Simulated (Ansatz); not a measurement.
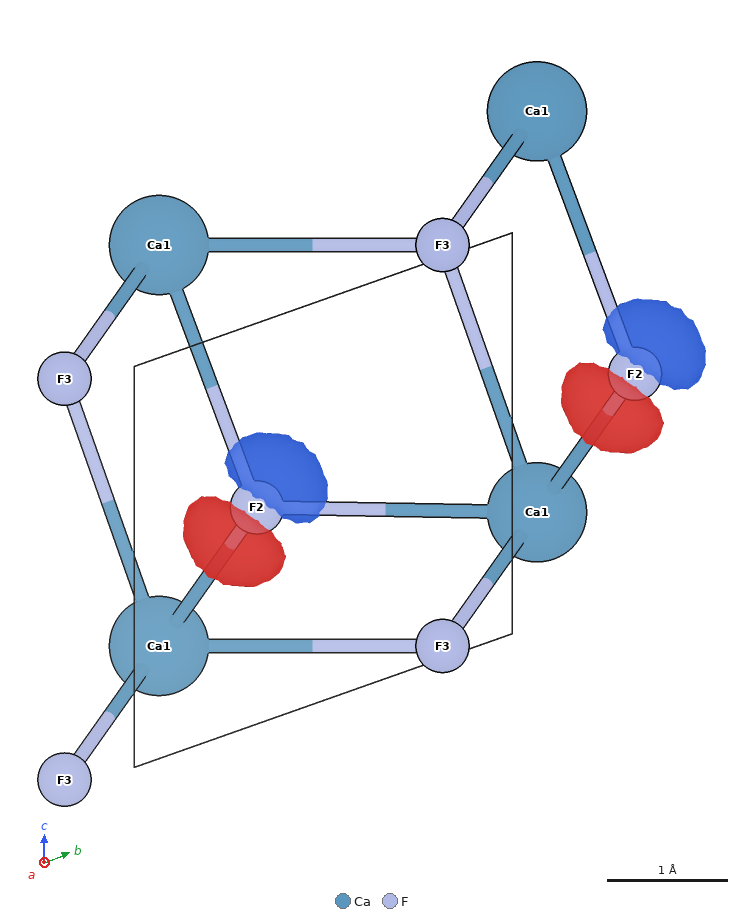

CaF$_{2}$: one atom of the 3-atom cell (and its periodic copies) was moved a little. Density after less density before, blue at +0.4 and red at −0.4 e/Å³, seen along the a axis; cell a = 3.86 Å, b = 3.86 Å, c = 3.86 Å, α = 60.00°, β = 60.00°, γ = 60.00°. The lobes lie largely inside the PAW sphere, where the density is a smoothed one.

Space group Fm-3m.

The calculation used Ansatz 0.2.0, DFT r2SCAN, scalar-relativistic, plane waves, PAW.

**Find the displaced atom and its direction.**

F2 moved towards the blue lobe, up and to the right in the picture. In the run the shift was 0.05 Å along [−1 1 1] in the axes of the cell drawn.

**How much does the computed force on the atom change?**

The force on it changes by 0.24 eV/Å along the move, against it: a stiffness of about 4.8 eV/Å² for this sublattice shift.
